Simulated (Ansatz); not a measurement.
## Run report: BAs, geometry relaxation (part 2 of 2)

BAs (Fm-3m, 2 atoms in the cell); DFT, LDA, PAW with Ansatz's default frozen-core files, scalar-relativistic, no spin polarisation (Ansatz 0.2.0); cutoff 420 eV, 16×16×16 k-mesh, Fermi–Dirac smearing of 0.08 eV. The structure was built on a prototype by a generator; it need not be a known phase. It belongs to a series of runs on one base structure; here: cell relaxed at zero pressure.

Geometry of the input (Å; fractional positions):
```
0.0000  2.1544  2.1544
2.1544  0.0000  2.1544
2.1544  2.1544  0.0000
B  0.0000  0.0000  0.0000
As 0.5000  0.5000  0.5000
```

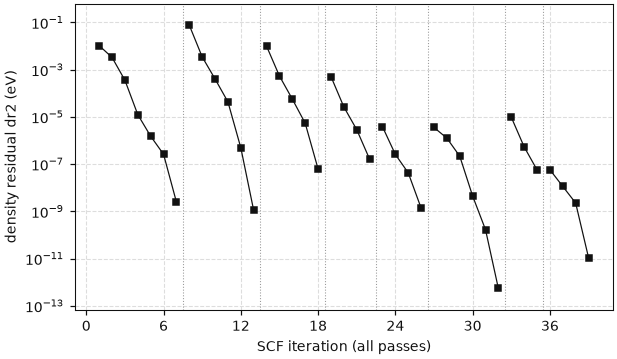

*Convergence of the self-consistent field: density residual dr2 against the SCF iteration. The dotted lines part the SCF passes of the relaxation: geometry steps, rejected trials and re-solves on a re-selected basis.*

The 8 passes take 3 to 7 iterations each, 39 in all.

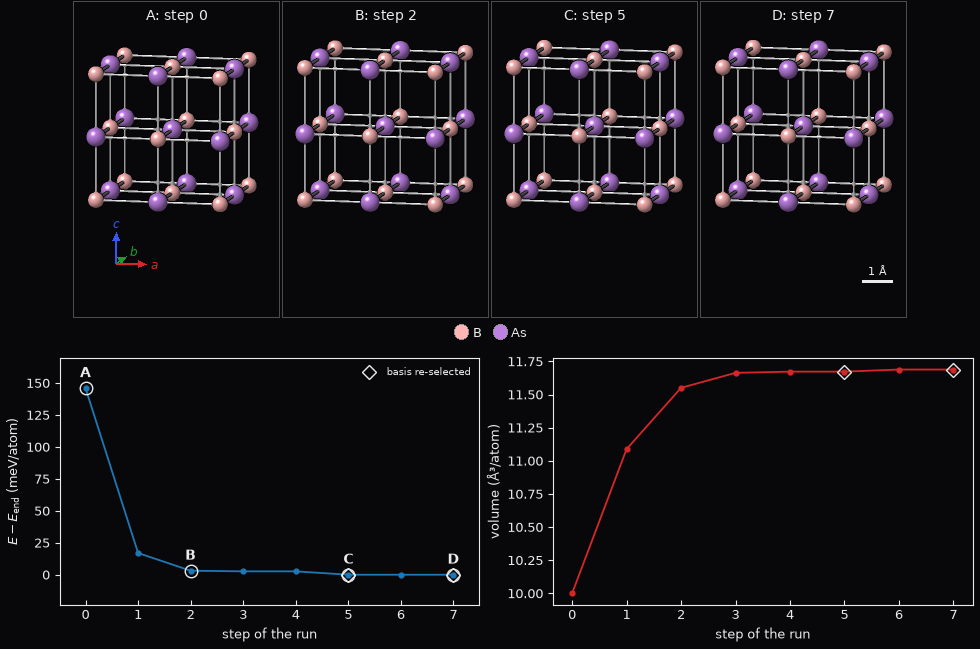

*Frames of the relaxation (ball-and-stick view of the cell 4 times as large as that of the calculation, set on its symmetry axes, seen slightly off an axis) above the curves, on which the letters mark them (the first geometry is step 0 here and step 1 in the log).*

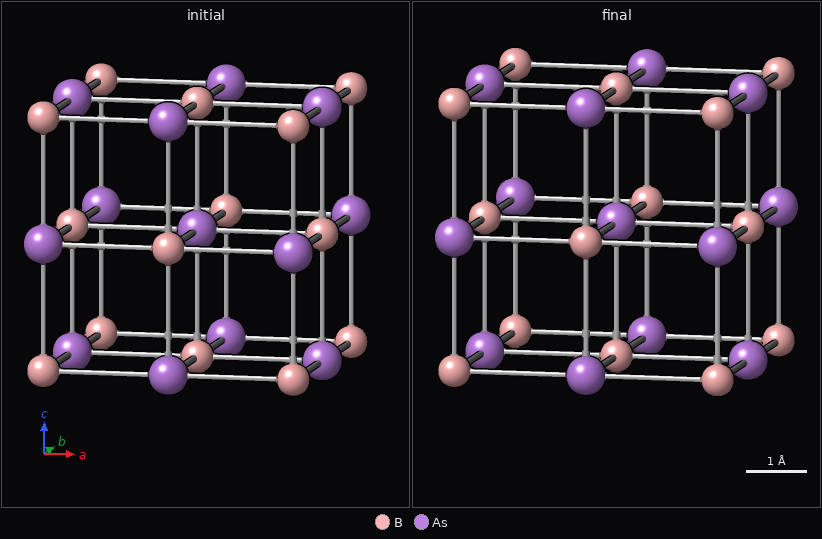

*Before (left) and after (right) the relaxation, at one scale (ball-and-stick view of the cell 4 times as large as that of the calculation, set on its symmetry axes, seen slightly off an axis).*

The atoms keep their places relative to the cell (all moves are under 0.005 Å). Cell: a = b = c 4.309 → 4.539 Å (+5.3 %). Volume +16.9 %. Among the contacts that change: B1–As2 2.154 → 2.269 Å. The space group stays Fm-3m (No. 225). Over 5 geometry steps the energy falls by 146 meV per atom. All forces vanish by symmetry, so only the cell relaxes. The pressure goes from 31.67 to 0.00 GPa. The basis was re-selected once at an unchanged geometry, which shifts the energy a little without any move. The energy change given includes the shifts at the re-selections in mid-walk, which come without any move. A last SCF at the same geometry on a re-selected plane-wave basis shifts the energy by next to nothing (0.0 meV per atom). (Atoms are counted from 1 in the order of the input.)

```
basis re-selected at this cell: Δ(F+E_penalty+E_count) = -2.276e-5 eV, ΔP = -0.000 GPa vs the last step (what re-selecting the basis moved, of the pressure what is left beyond the Pulay correction that the steps carried, after the strain that the cell walked since its last selection, with what the two solves' SCF thresholds leave and, on support functions, any second-order correction that the steps lacked; it is no measure of the basis error at this ecutwfc). This SCF's stress stands 4.52e-3 GPa from its target on what of the cell is left free (relax.cell.stress_tol is 5.00e-2 GPa) and its largest allowed force component is 1.15e-31 eV/Å (relax.f_tol is 5.00e-3 eV/Å): within both
SCF converged after 4 iterations
Free energy (F): -4921.786411 eV
Harris-Foulkes:  -4921.786411 eV  (|F-HF|=0.00e0)
Internal energy: -4921.770107 eV  (E = F + TS)
E sigma→0 (E₀):  -4921.778259 eV
Entropy (-TS):   -0.016304 eV (-8.152 meV/atom)
Fermi energy:    13.431601 eV
--- Per-component energies (eV) ---
  E_band       = -171.583224
  E_kinetic    = 150.753365
  E_local      = -1480.186668  (includes V_loc(G=0)·N_el)
  E_nonlocal   = -651.200215
  E_hartree    = 852.435132
  E_xc         = -111.367537
  E_vxc        = -118.239169  (∫ρ·V_xc dr)
  E_paw        = -1826.956047  (= ΣΔE_a)
  E_vpaw       = 222.419177  (= ΣTr[D̂ρ^β])
  E_aug_tail   = 0.000008  (compensation charges beyond the density's cutoff)
  E_ewald      = -1857.369210
  E_core_change = 2.121064  (= ΣΔE_core)
  E_smearing   = -0.016304  (= −TS)
  E_closure    = 0.000000  (closes the sum)
  Σ components = -4921.786411   (vs F -4921.786411, Δ=0.00e0)
--- Forces (eV/Å), atoms counted from 1 ---
  atom   1  B     -0.00000000     0.00000000     0.00000000
  atom   2  As    -0.00000000     0.00000000    -0.00000000
  max |Σ_I F_I| component: 8.22e-31 eV/Å
--- Stress (GPa, compression-positive) ---
        0.004519       0.000000      -0.000000
        0.000000       0.004519      -0.000000
        0.000000      -0.000000       0.004519
  P = ⅓ Tr σ = 0.0045 GPa (0.045 kbar)
--- Band table (eV; the first three rows and the last of 145) ---
  k-point 0: bands = ["-22.7252", "-22.7252", "-22.7252", "-22.7252", "-22.7252", "-2.9518", "13.3783", "13.3783", "13.3783", "17.5405", "21.3220", "21.3220", "21.3220"]
  k-point 1: bands = ["-22.7255", "-22.7255", "-22.7251", "-22.7245", "-22.7245", "-2.8747", "12.8061", "13.3705", "13.3705", "17.8091", "20.9045", "20.9045", "21.1939"]
  k-point 2: bands = ["-22.7263", "-22.7263", "-22.7247", "-22.7227", "-22.7227", "-2.6438", "11.4969", "13.3572", "13.3572", "18.1969", "19.9646", "19.9646", "20.8585"]
  k-point 144: bands = ["-22.7343", "-22.7219", "-22.7186", "-22.7186", "-22.7025", "2.9626", "6.4629", "6.7634", "6.7634", "16.5880", "17.9977", "22.9259", "22.9259"]
--- Relaxed structure (6 steps of the walk, 6 accepted, 2 SCFs on fresh bases) ---
  F+E_penalty+E_count = -4921.78641074 eV   max|allowed force component| = 1.150e-31 eV/Å   (the final SCF, on the basis selected at the relaxed cell)
  cell:  # Å, volume = 23.3780 Å³
    - [2.1305028919905106e-33, 2.269477421998859, 2.269477421998859]
    - [2.269477421998859, -3.2164582031257585e-34, 2.269477421998859]
    - [2.269477421998859, 2.269477421998859, -2.22922526439182e-34]
  atoms:
    - { symbol: B, position: [-2.3279622198748924e-35, 1.5830143095148035e-35, 4.562805950955032e-35] }
    - { symbol: As, position: [0.5, 0.5, 0.5] }
```

## File rho_z.tsv
```
# z_ang	rho[e/angstrom^3]
# format = ansatz-planar-average/11
# lattice	0.000000000	2.269477422	2.269477422
# lattice	2.269477422	-0.000000000	2.269477422
# lattice	2.269477422	2.269477422	-0.000000000
# sites	2
# site	5	0.000000000	0.000000000	-0.000000000
# site	33	2.269477422	2.269477422	2.269477422
0.000000	3.197066e-1
0.133730	3.238709e-1
0.267460	3.350038e-1
0.401191	3.501779e-1
0.534921	3.686051e-1
0.668651	3.969121e-1
0.802381	4.539450e-1
0.936112	5.726323e-1
1.069842	7.910522e-1
1.203572	1.123062e0
1.337302	1.518424e0
1.471033	1.853070e0
1.604763	1.985685e0
1.738493	1.853070e0
1.872223	1.518424e0
2.005954	1.123062e0
2.139684	7.910522e-1
2.273414	5.726323e-1
2.407144	4.539450e-1
2.540875	3.969121e-1
2.674605	3.686051e-1
2.808335	3.501779e-1
2.942065	3.350038e-1
3.075796	3.238709e-1
```

## Trajectory as extended XYZ (Å, eV, eV/Å), 8 frames, from step=1 to step=8
```
2
Lattice="0.0000 2.1544 2.1544 2.1544 0.0000 2.1544 2.1544 2.1544 0.0000" Properties=species:S:1:pos:R:3:forces:R:3 step=1 energy=-4921.49442 pressure_GPa=31.67
B     0.0000    0.0000    0.0000    0.0000   0.0000   0.0000
As    2.1544    2.1544    2.1544    0.0000   0.0000   0.0000
2
Lattice="0.0000 2.2299 2.2299 2.2299 0.0000 2.2299 2.2299 2.2299 0.0000" Properties=species:S:1:pos:R:3:forces:R:3 step=2 energy=-4921.75243 pressure_GPa=8.52
B     0.0000    0.0000    0.0000    0.0000   0.0000   0.0000
As    2.2299    2.2299    2.2299    0.0000   0.0000   0.0000
2
Lattice="0.0000 2.2605 2.2605 2.2605 0.0000 2.2605 2.2605 2.2605 0.0000" Properties=species:S:1:pos:R:3:forces:R:3 step=3 energy=-4921.78013 pressure_GPa=1.61
B     0.0000    0.0000    0.0000    0.0000   0.0000   0.0000
As    2.2605    2.2605    2.2605    0.0000   0.0000   0.0000
2
Lattice="0.0000 2.2679 2.2679 2.2679 0.0000 2.2679 2.2679 2.2679 0.0000" Properties=species:S:1:pos:R:3:forces:R:3 step=4 energy=-4921.78113 pressure_GPa=0.12
B     0.0000    0.0000    0.0000    0.0000   0.0000   0.0000
As    2.2679    2.2679    2.2679    0.0000   0.0000   0.0000
2
Lattice="0.0000 2.2684 2.2684 2.2684 0.0000 2.2684 2.2684 2.2684 0.0000" Properties=species:S:1:pos:R:3:forces:R:3 step=5 energy=-4921.78112 pressure_GPa=0.00
B     0.0000    0.0000    0.0000    0.0000   0.0000   0.0000
As    2.2684    2.2684    2.2684    0.0000   0.0000   0.0000
2
Lattice="0.0000 2.2684 2.2684 2.2684 0.0000 2.2684 2.2684 2.2684 0.0000" Properties=species:S:1:pos:R:3:forces:R:3 step=6 energy=-4921.78639 pressure_GPa=0.20
B     0.0000    0.0000    0.0000    0.0000   0.0000   0.0000
As    2.2684    2.2684    2.2684    0.0000   0.0000   0.0000
2
Lattice="0.0000 2.2695 2.2695 2.2695 0.0000 2.2695 2.2695 2.2695 0.0000" Properties=species:S:1:pos:R:3:forces:R:3 step=7 energy=-4921.78639 pressure_GPa=0.00
B     0.0000    0.0000    0.0000    0.0000   0.0000   0.0000
As    2.2695    2.2695    2.2695    0.0000   0.0000   0.0000
2
Lattice="0.0000 2.2695 2.2695 2.2695 0.0000 2.2695 2.2695 2.2695 0.0000" Properties=species:S:1:pos:R:3:forces:R:3 step=8 energy=-4921.78641 pressure_GPa=0.00
B     0.0000    0.0000    0.0000    0.0000   0.0000   0.0000
As    2.2695    2.2695    2.2695    0.0000   0.0000   0.0000
```

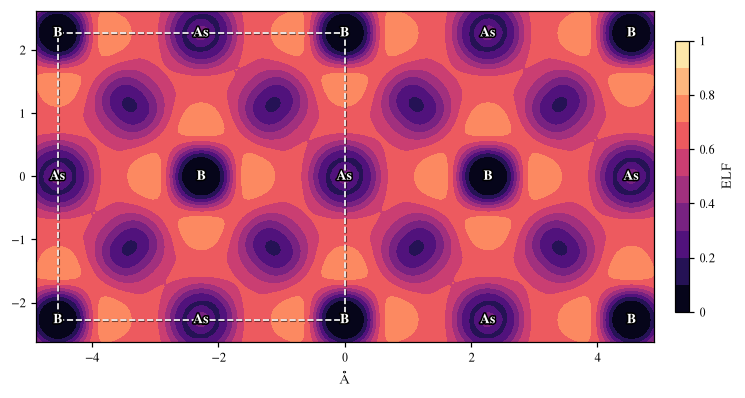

*ELF on the (010) plane of the conventional cell.*

Core electrons are frozen (PAW), so the fields are smoothed inside the atomic spheres.

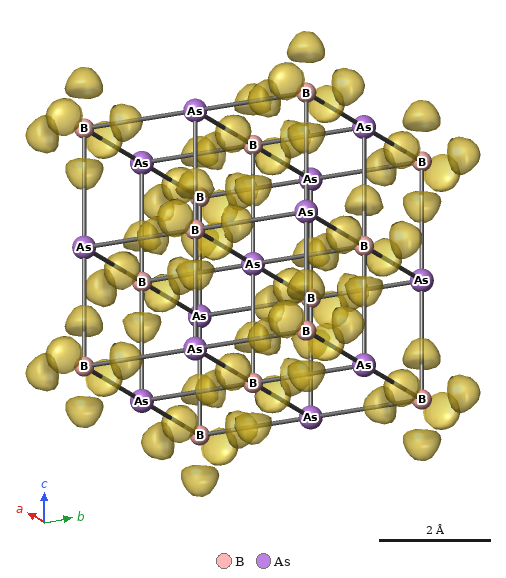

*Isosurface of the electron localisation function at 0.7 (yellow), seen at an oblique angle. Core shells and regions of very low density are left out. Sticks mark near contacts. The outline is the cell set on symmetry axes.*

Along the contacts the grid gives the following. B–As (2.27 Å): the ELF peaks at about 0.80 between the atoms, which marks a shared electron pair.
